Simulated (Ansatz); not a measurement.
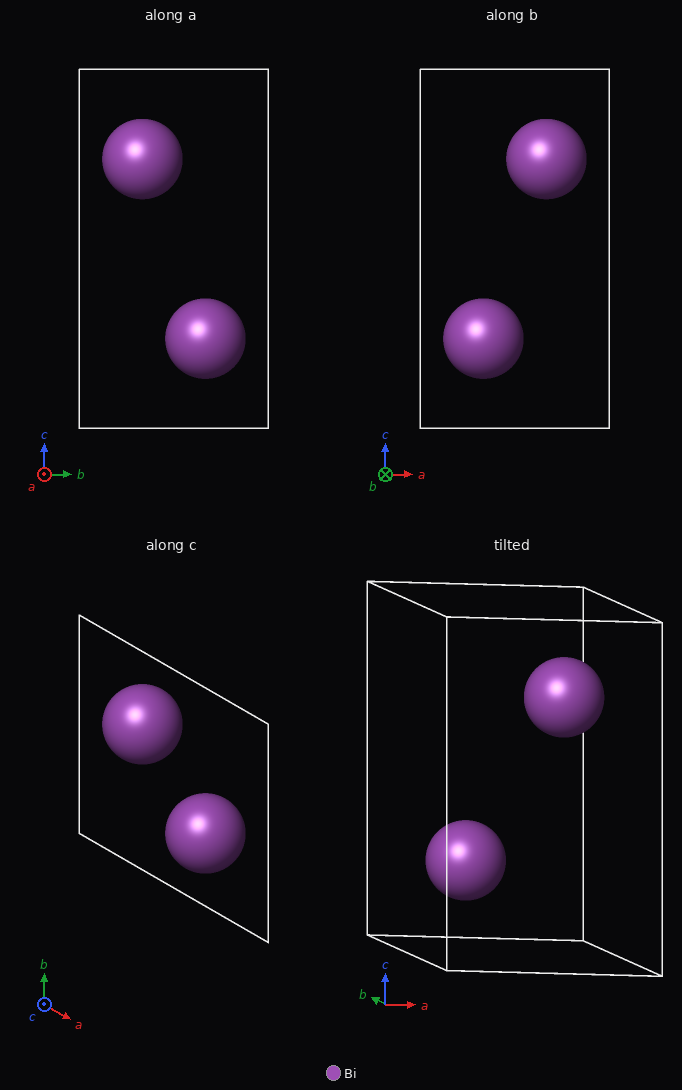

Shown here is a spheres-only view of the crystal, taken along the a axis, along the b axis, along the c axis and slightly off an axis. Lines trace the edges of the conventional unit cell.

Lattice parameters: a = 3.657 Å, b = 3.657 Å, c = 6.017 Å, α = 90.00°, β = 90.00°, γ = 120.00°.

Q: Convert the drawing into a table of Wyckoff sites.

A: Space group P6_3/mmc (No. 194).
| atom | site | x | y | z |
| --- | --- | --- | --- | --- |
| Bi | 2c | 0.3333 | 0.6667 | 0.2500 |

The model was built from a structure type filled with this element by a generator (whether the element takes this form wasn't checked). Earlier steps of the study may have refined or changed the cell and positions. It was run through Ansatz as a DFT input.
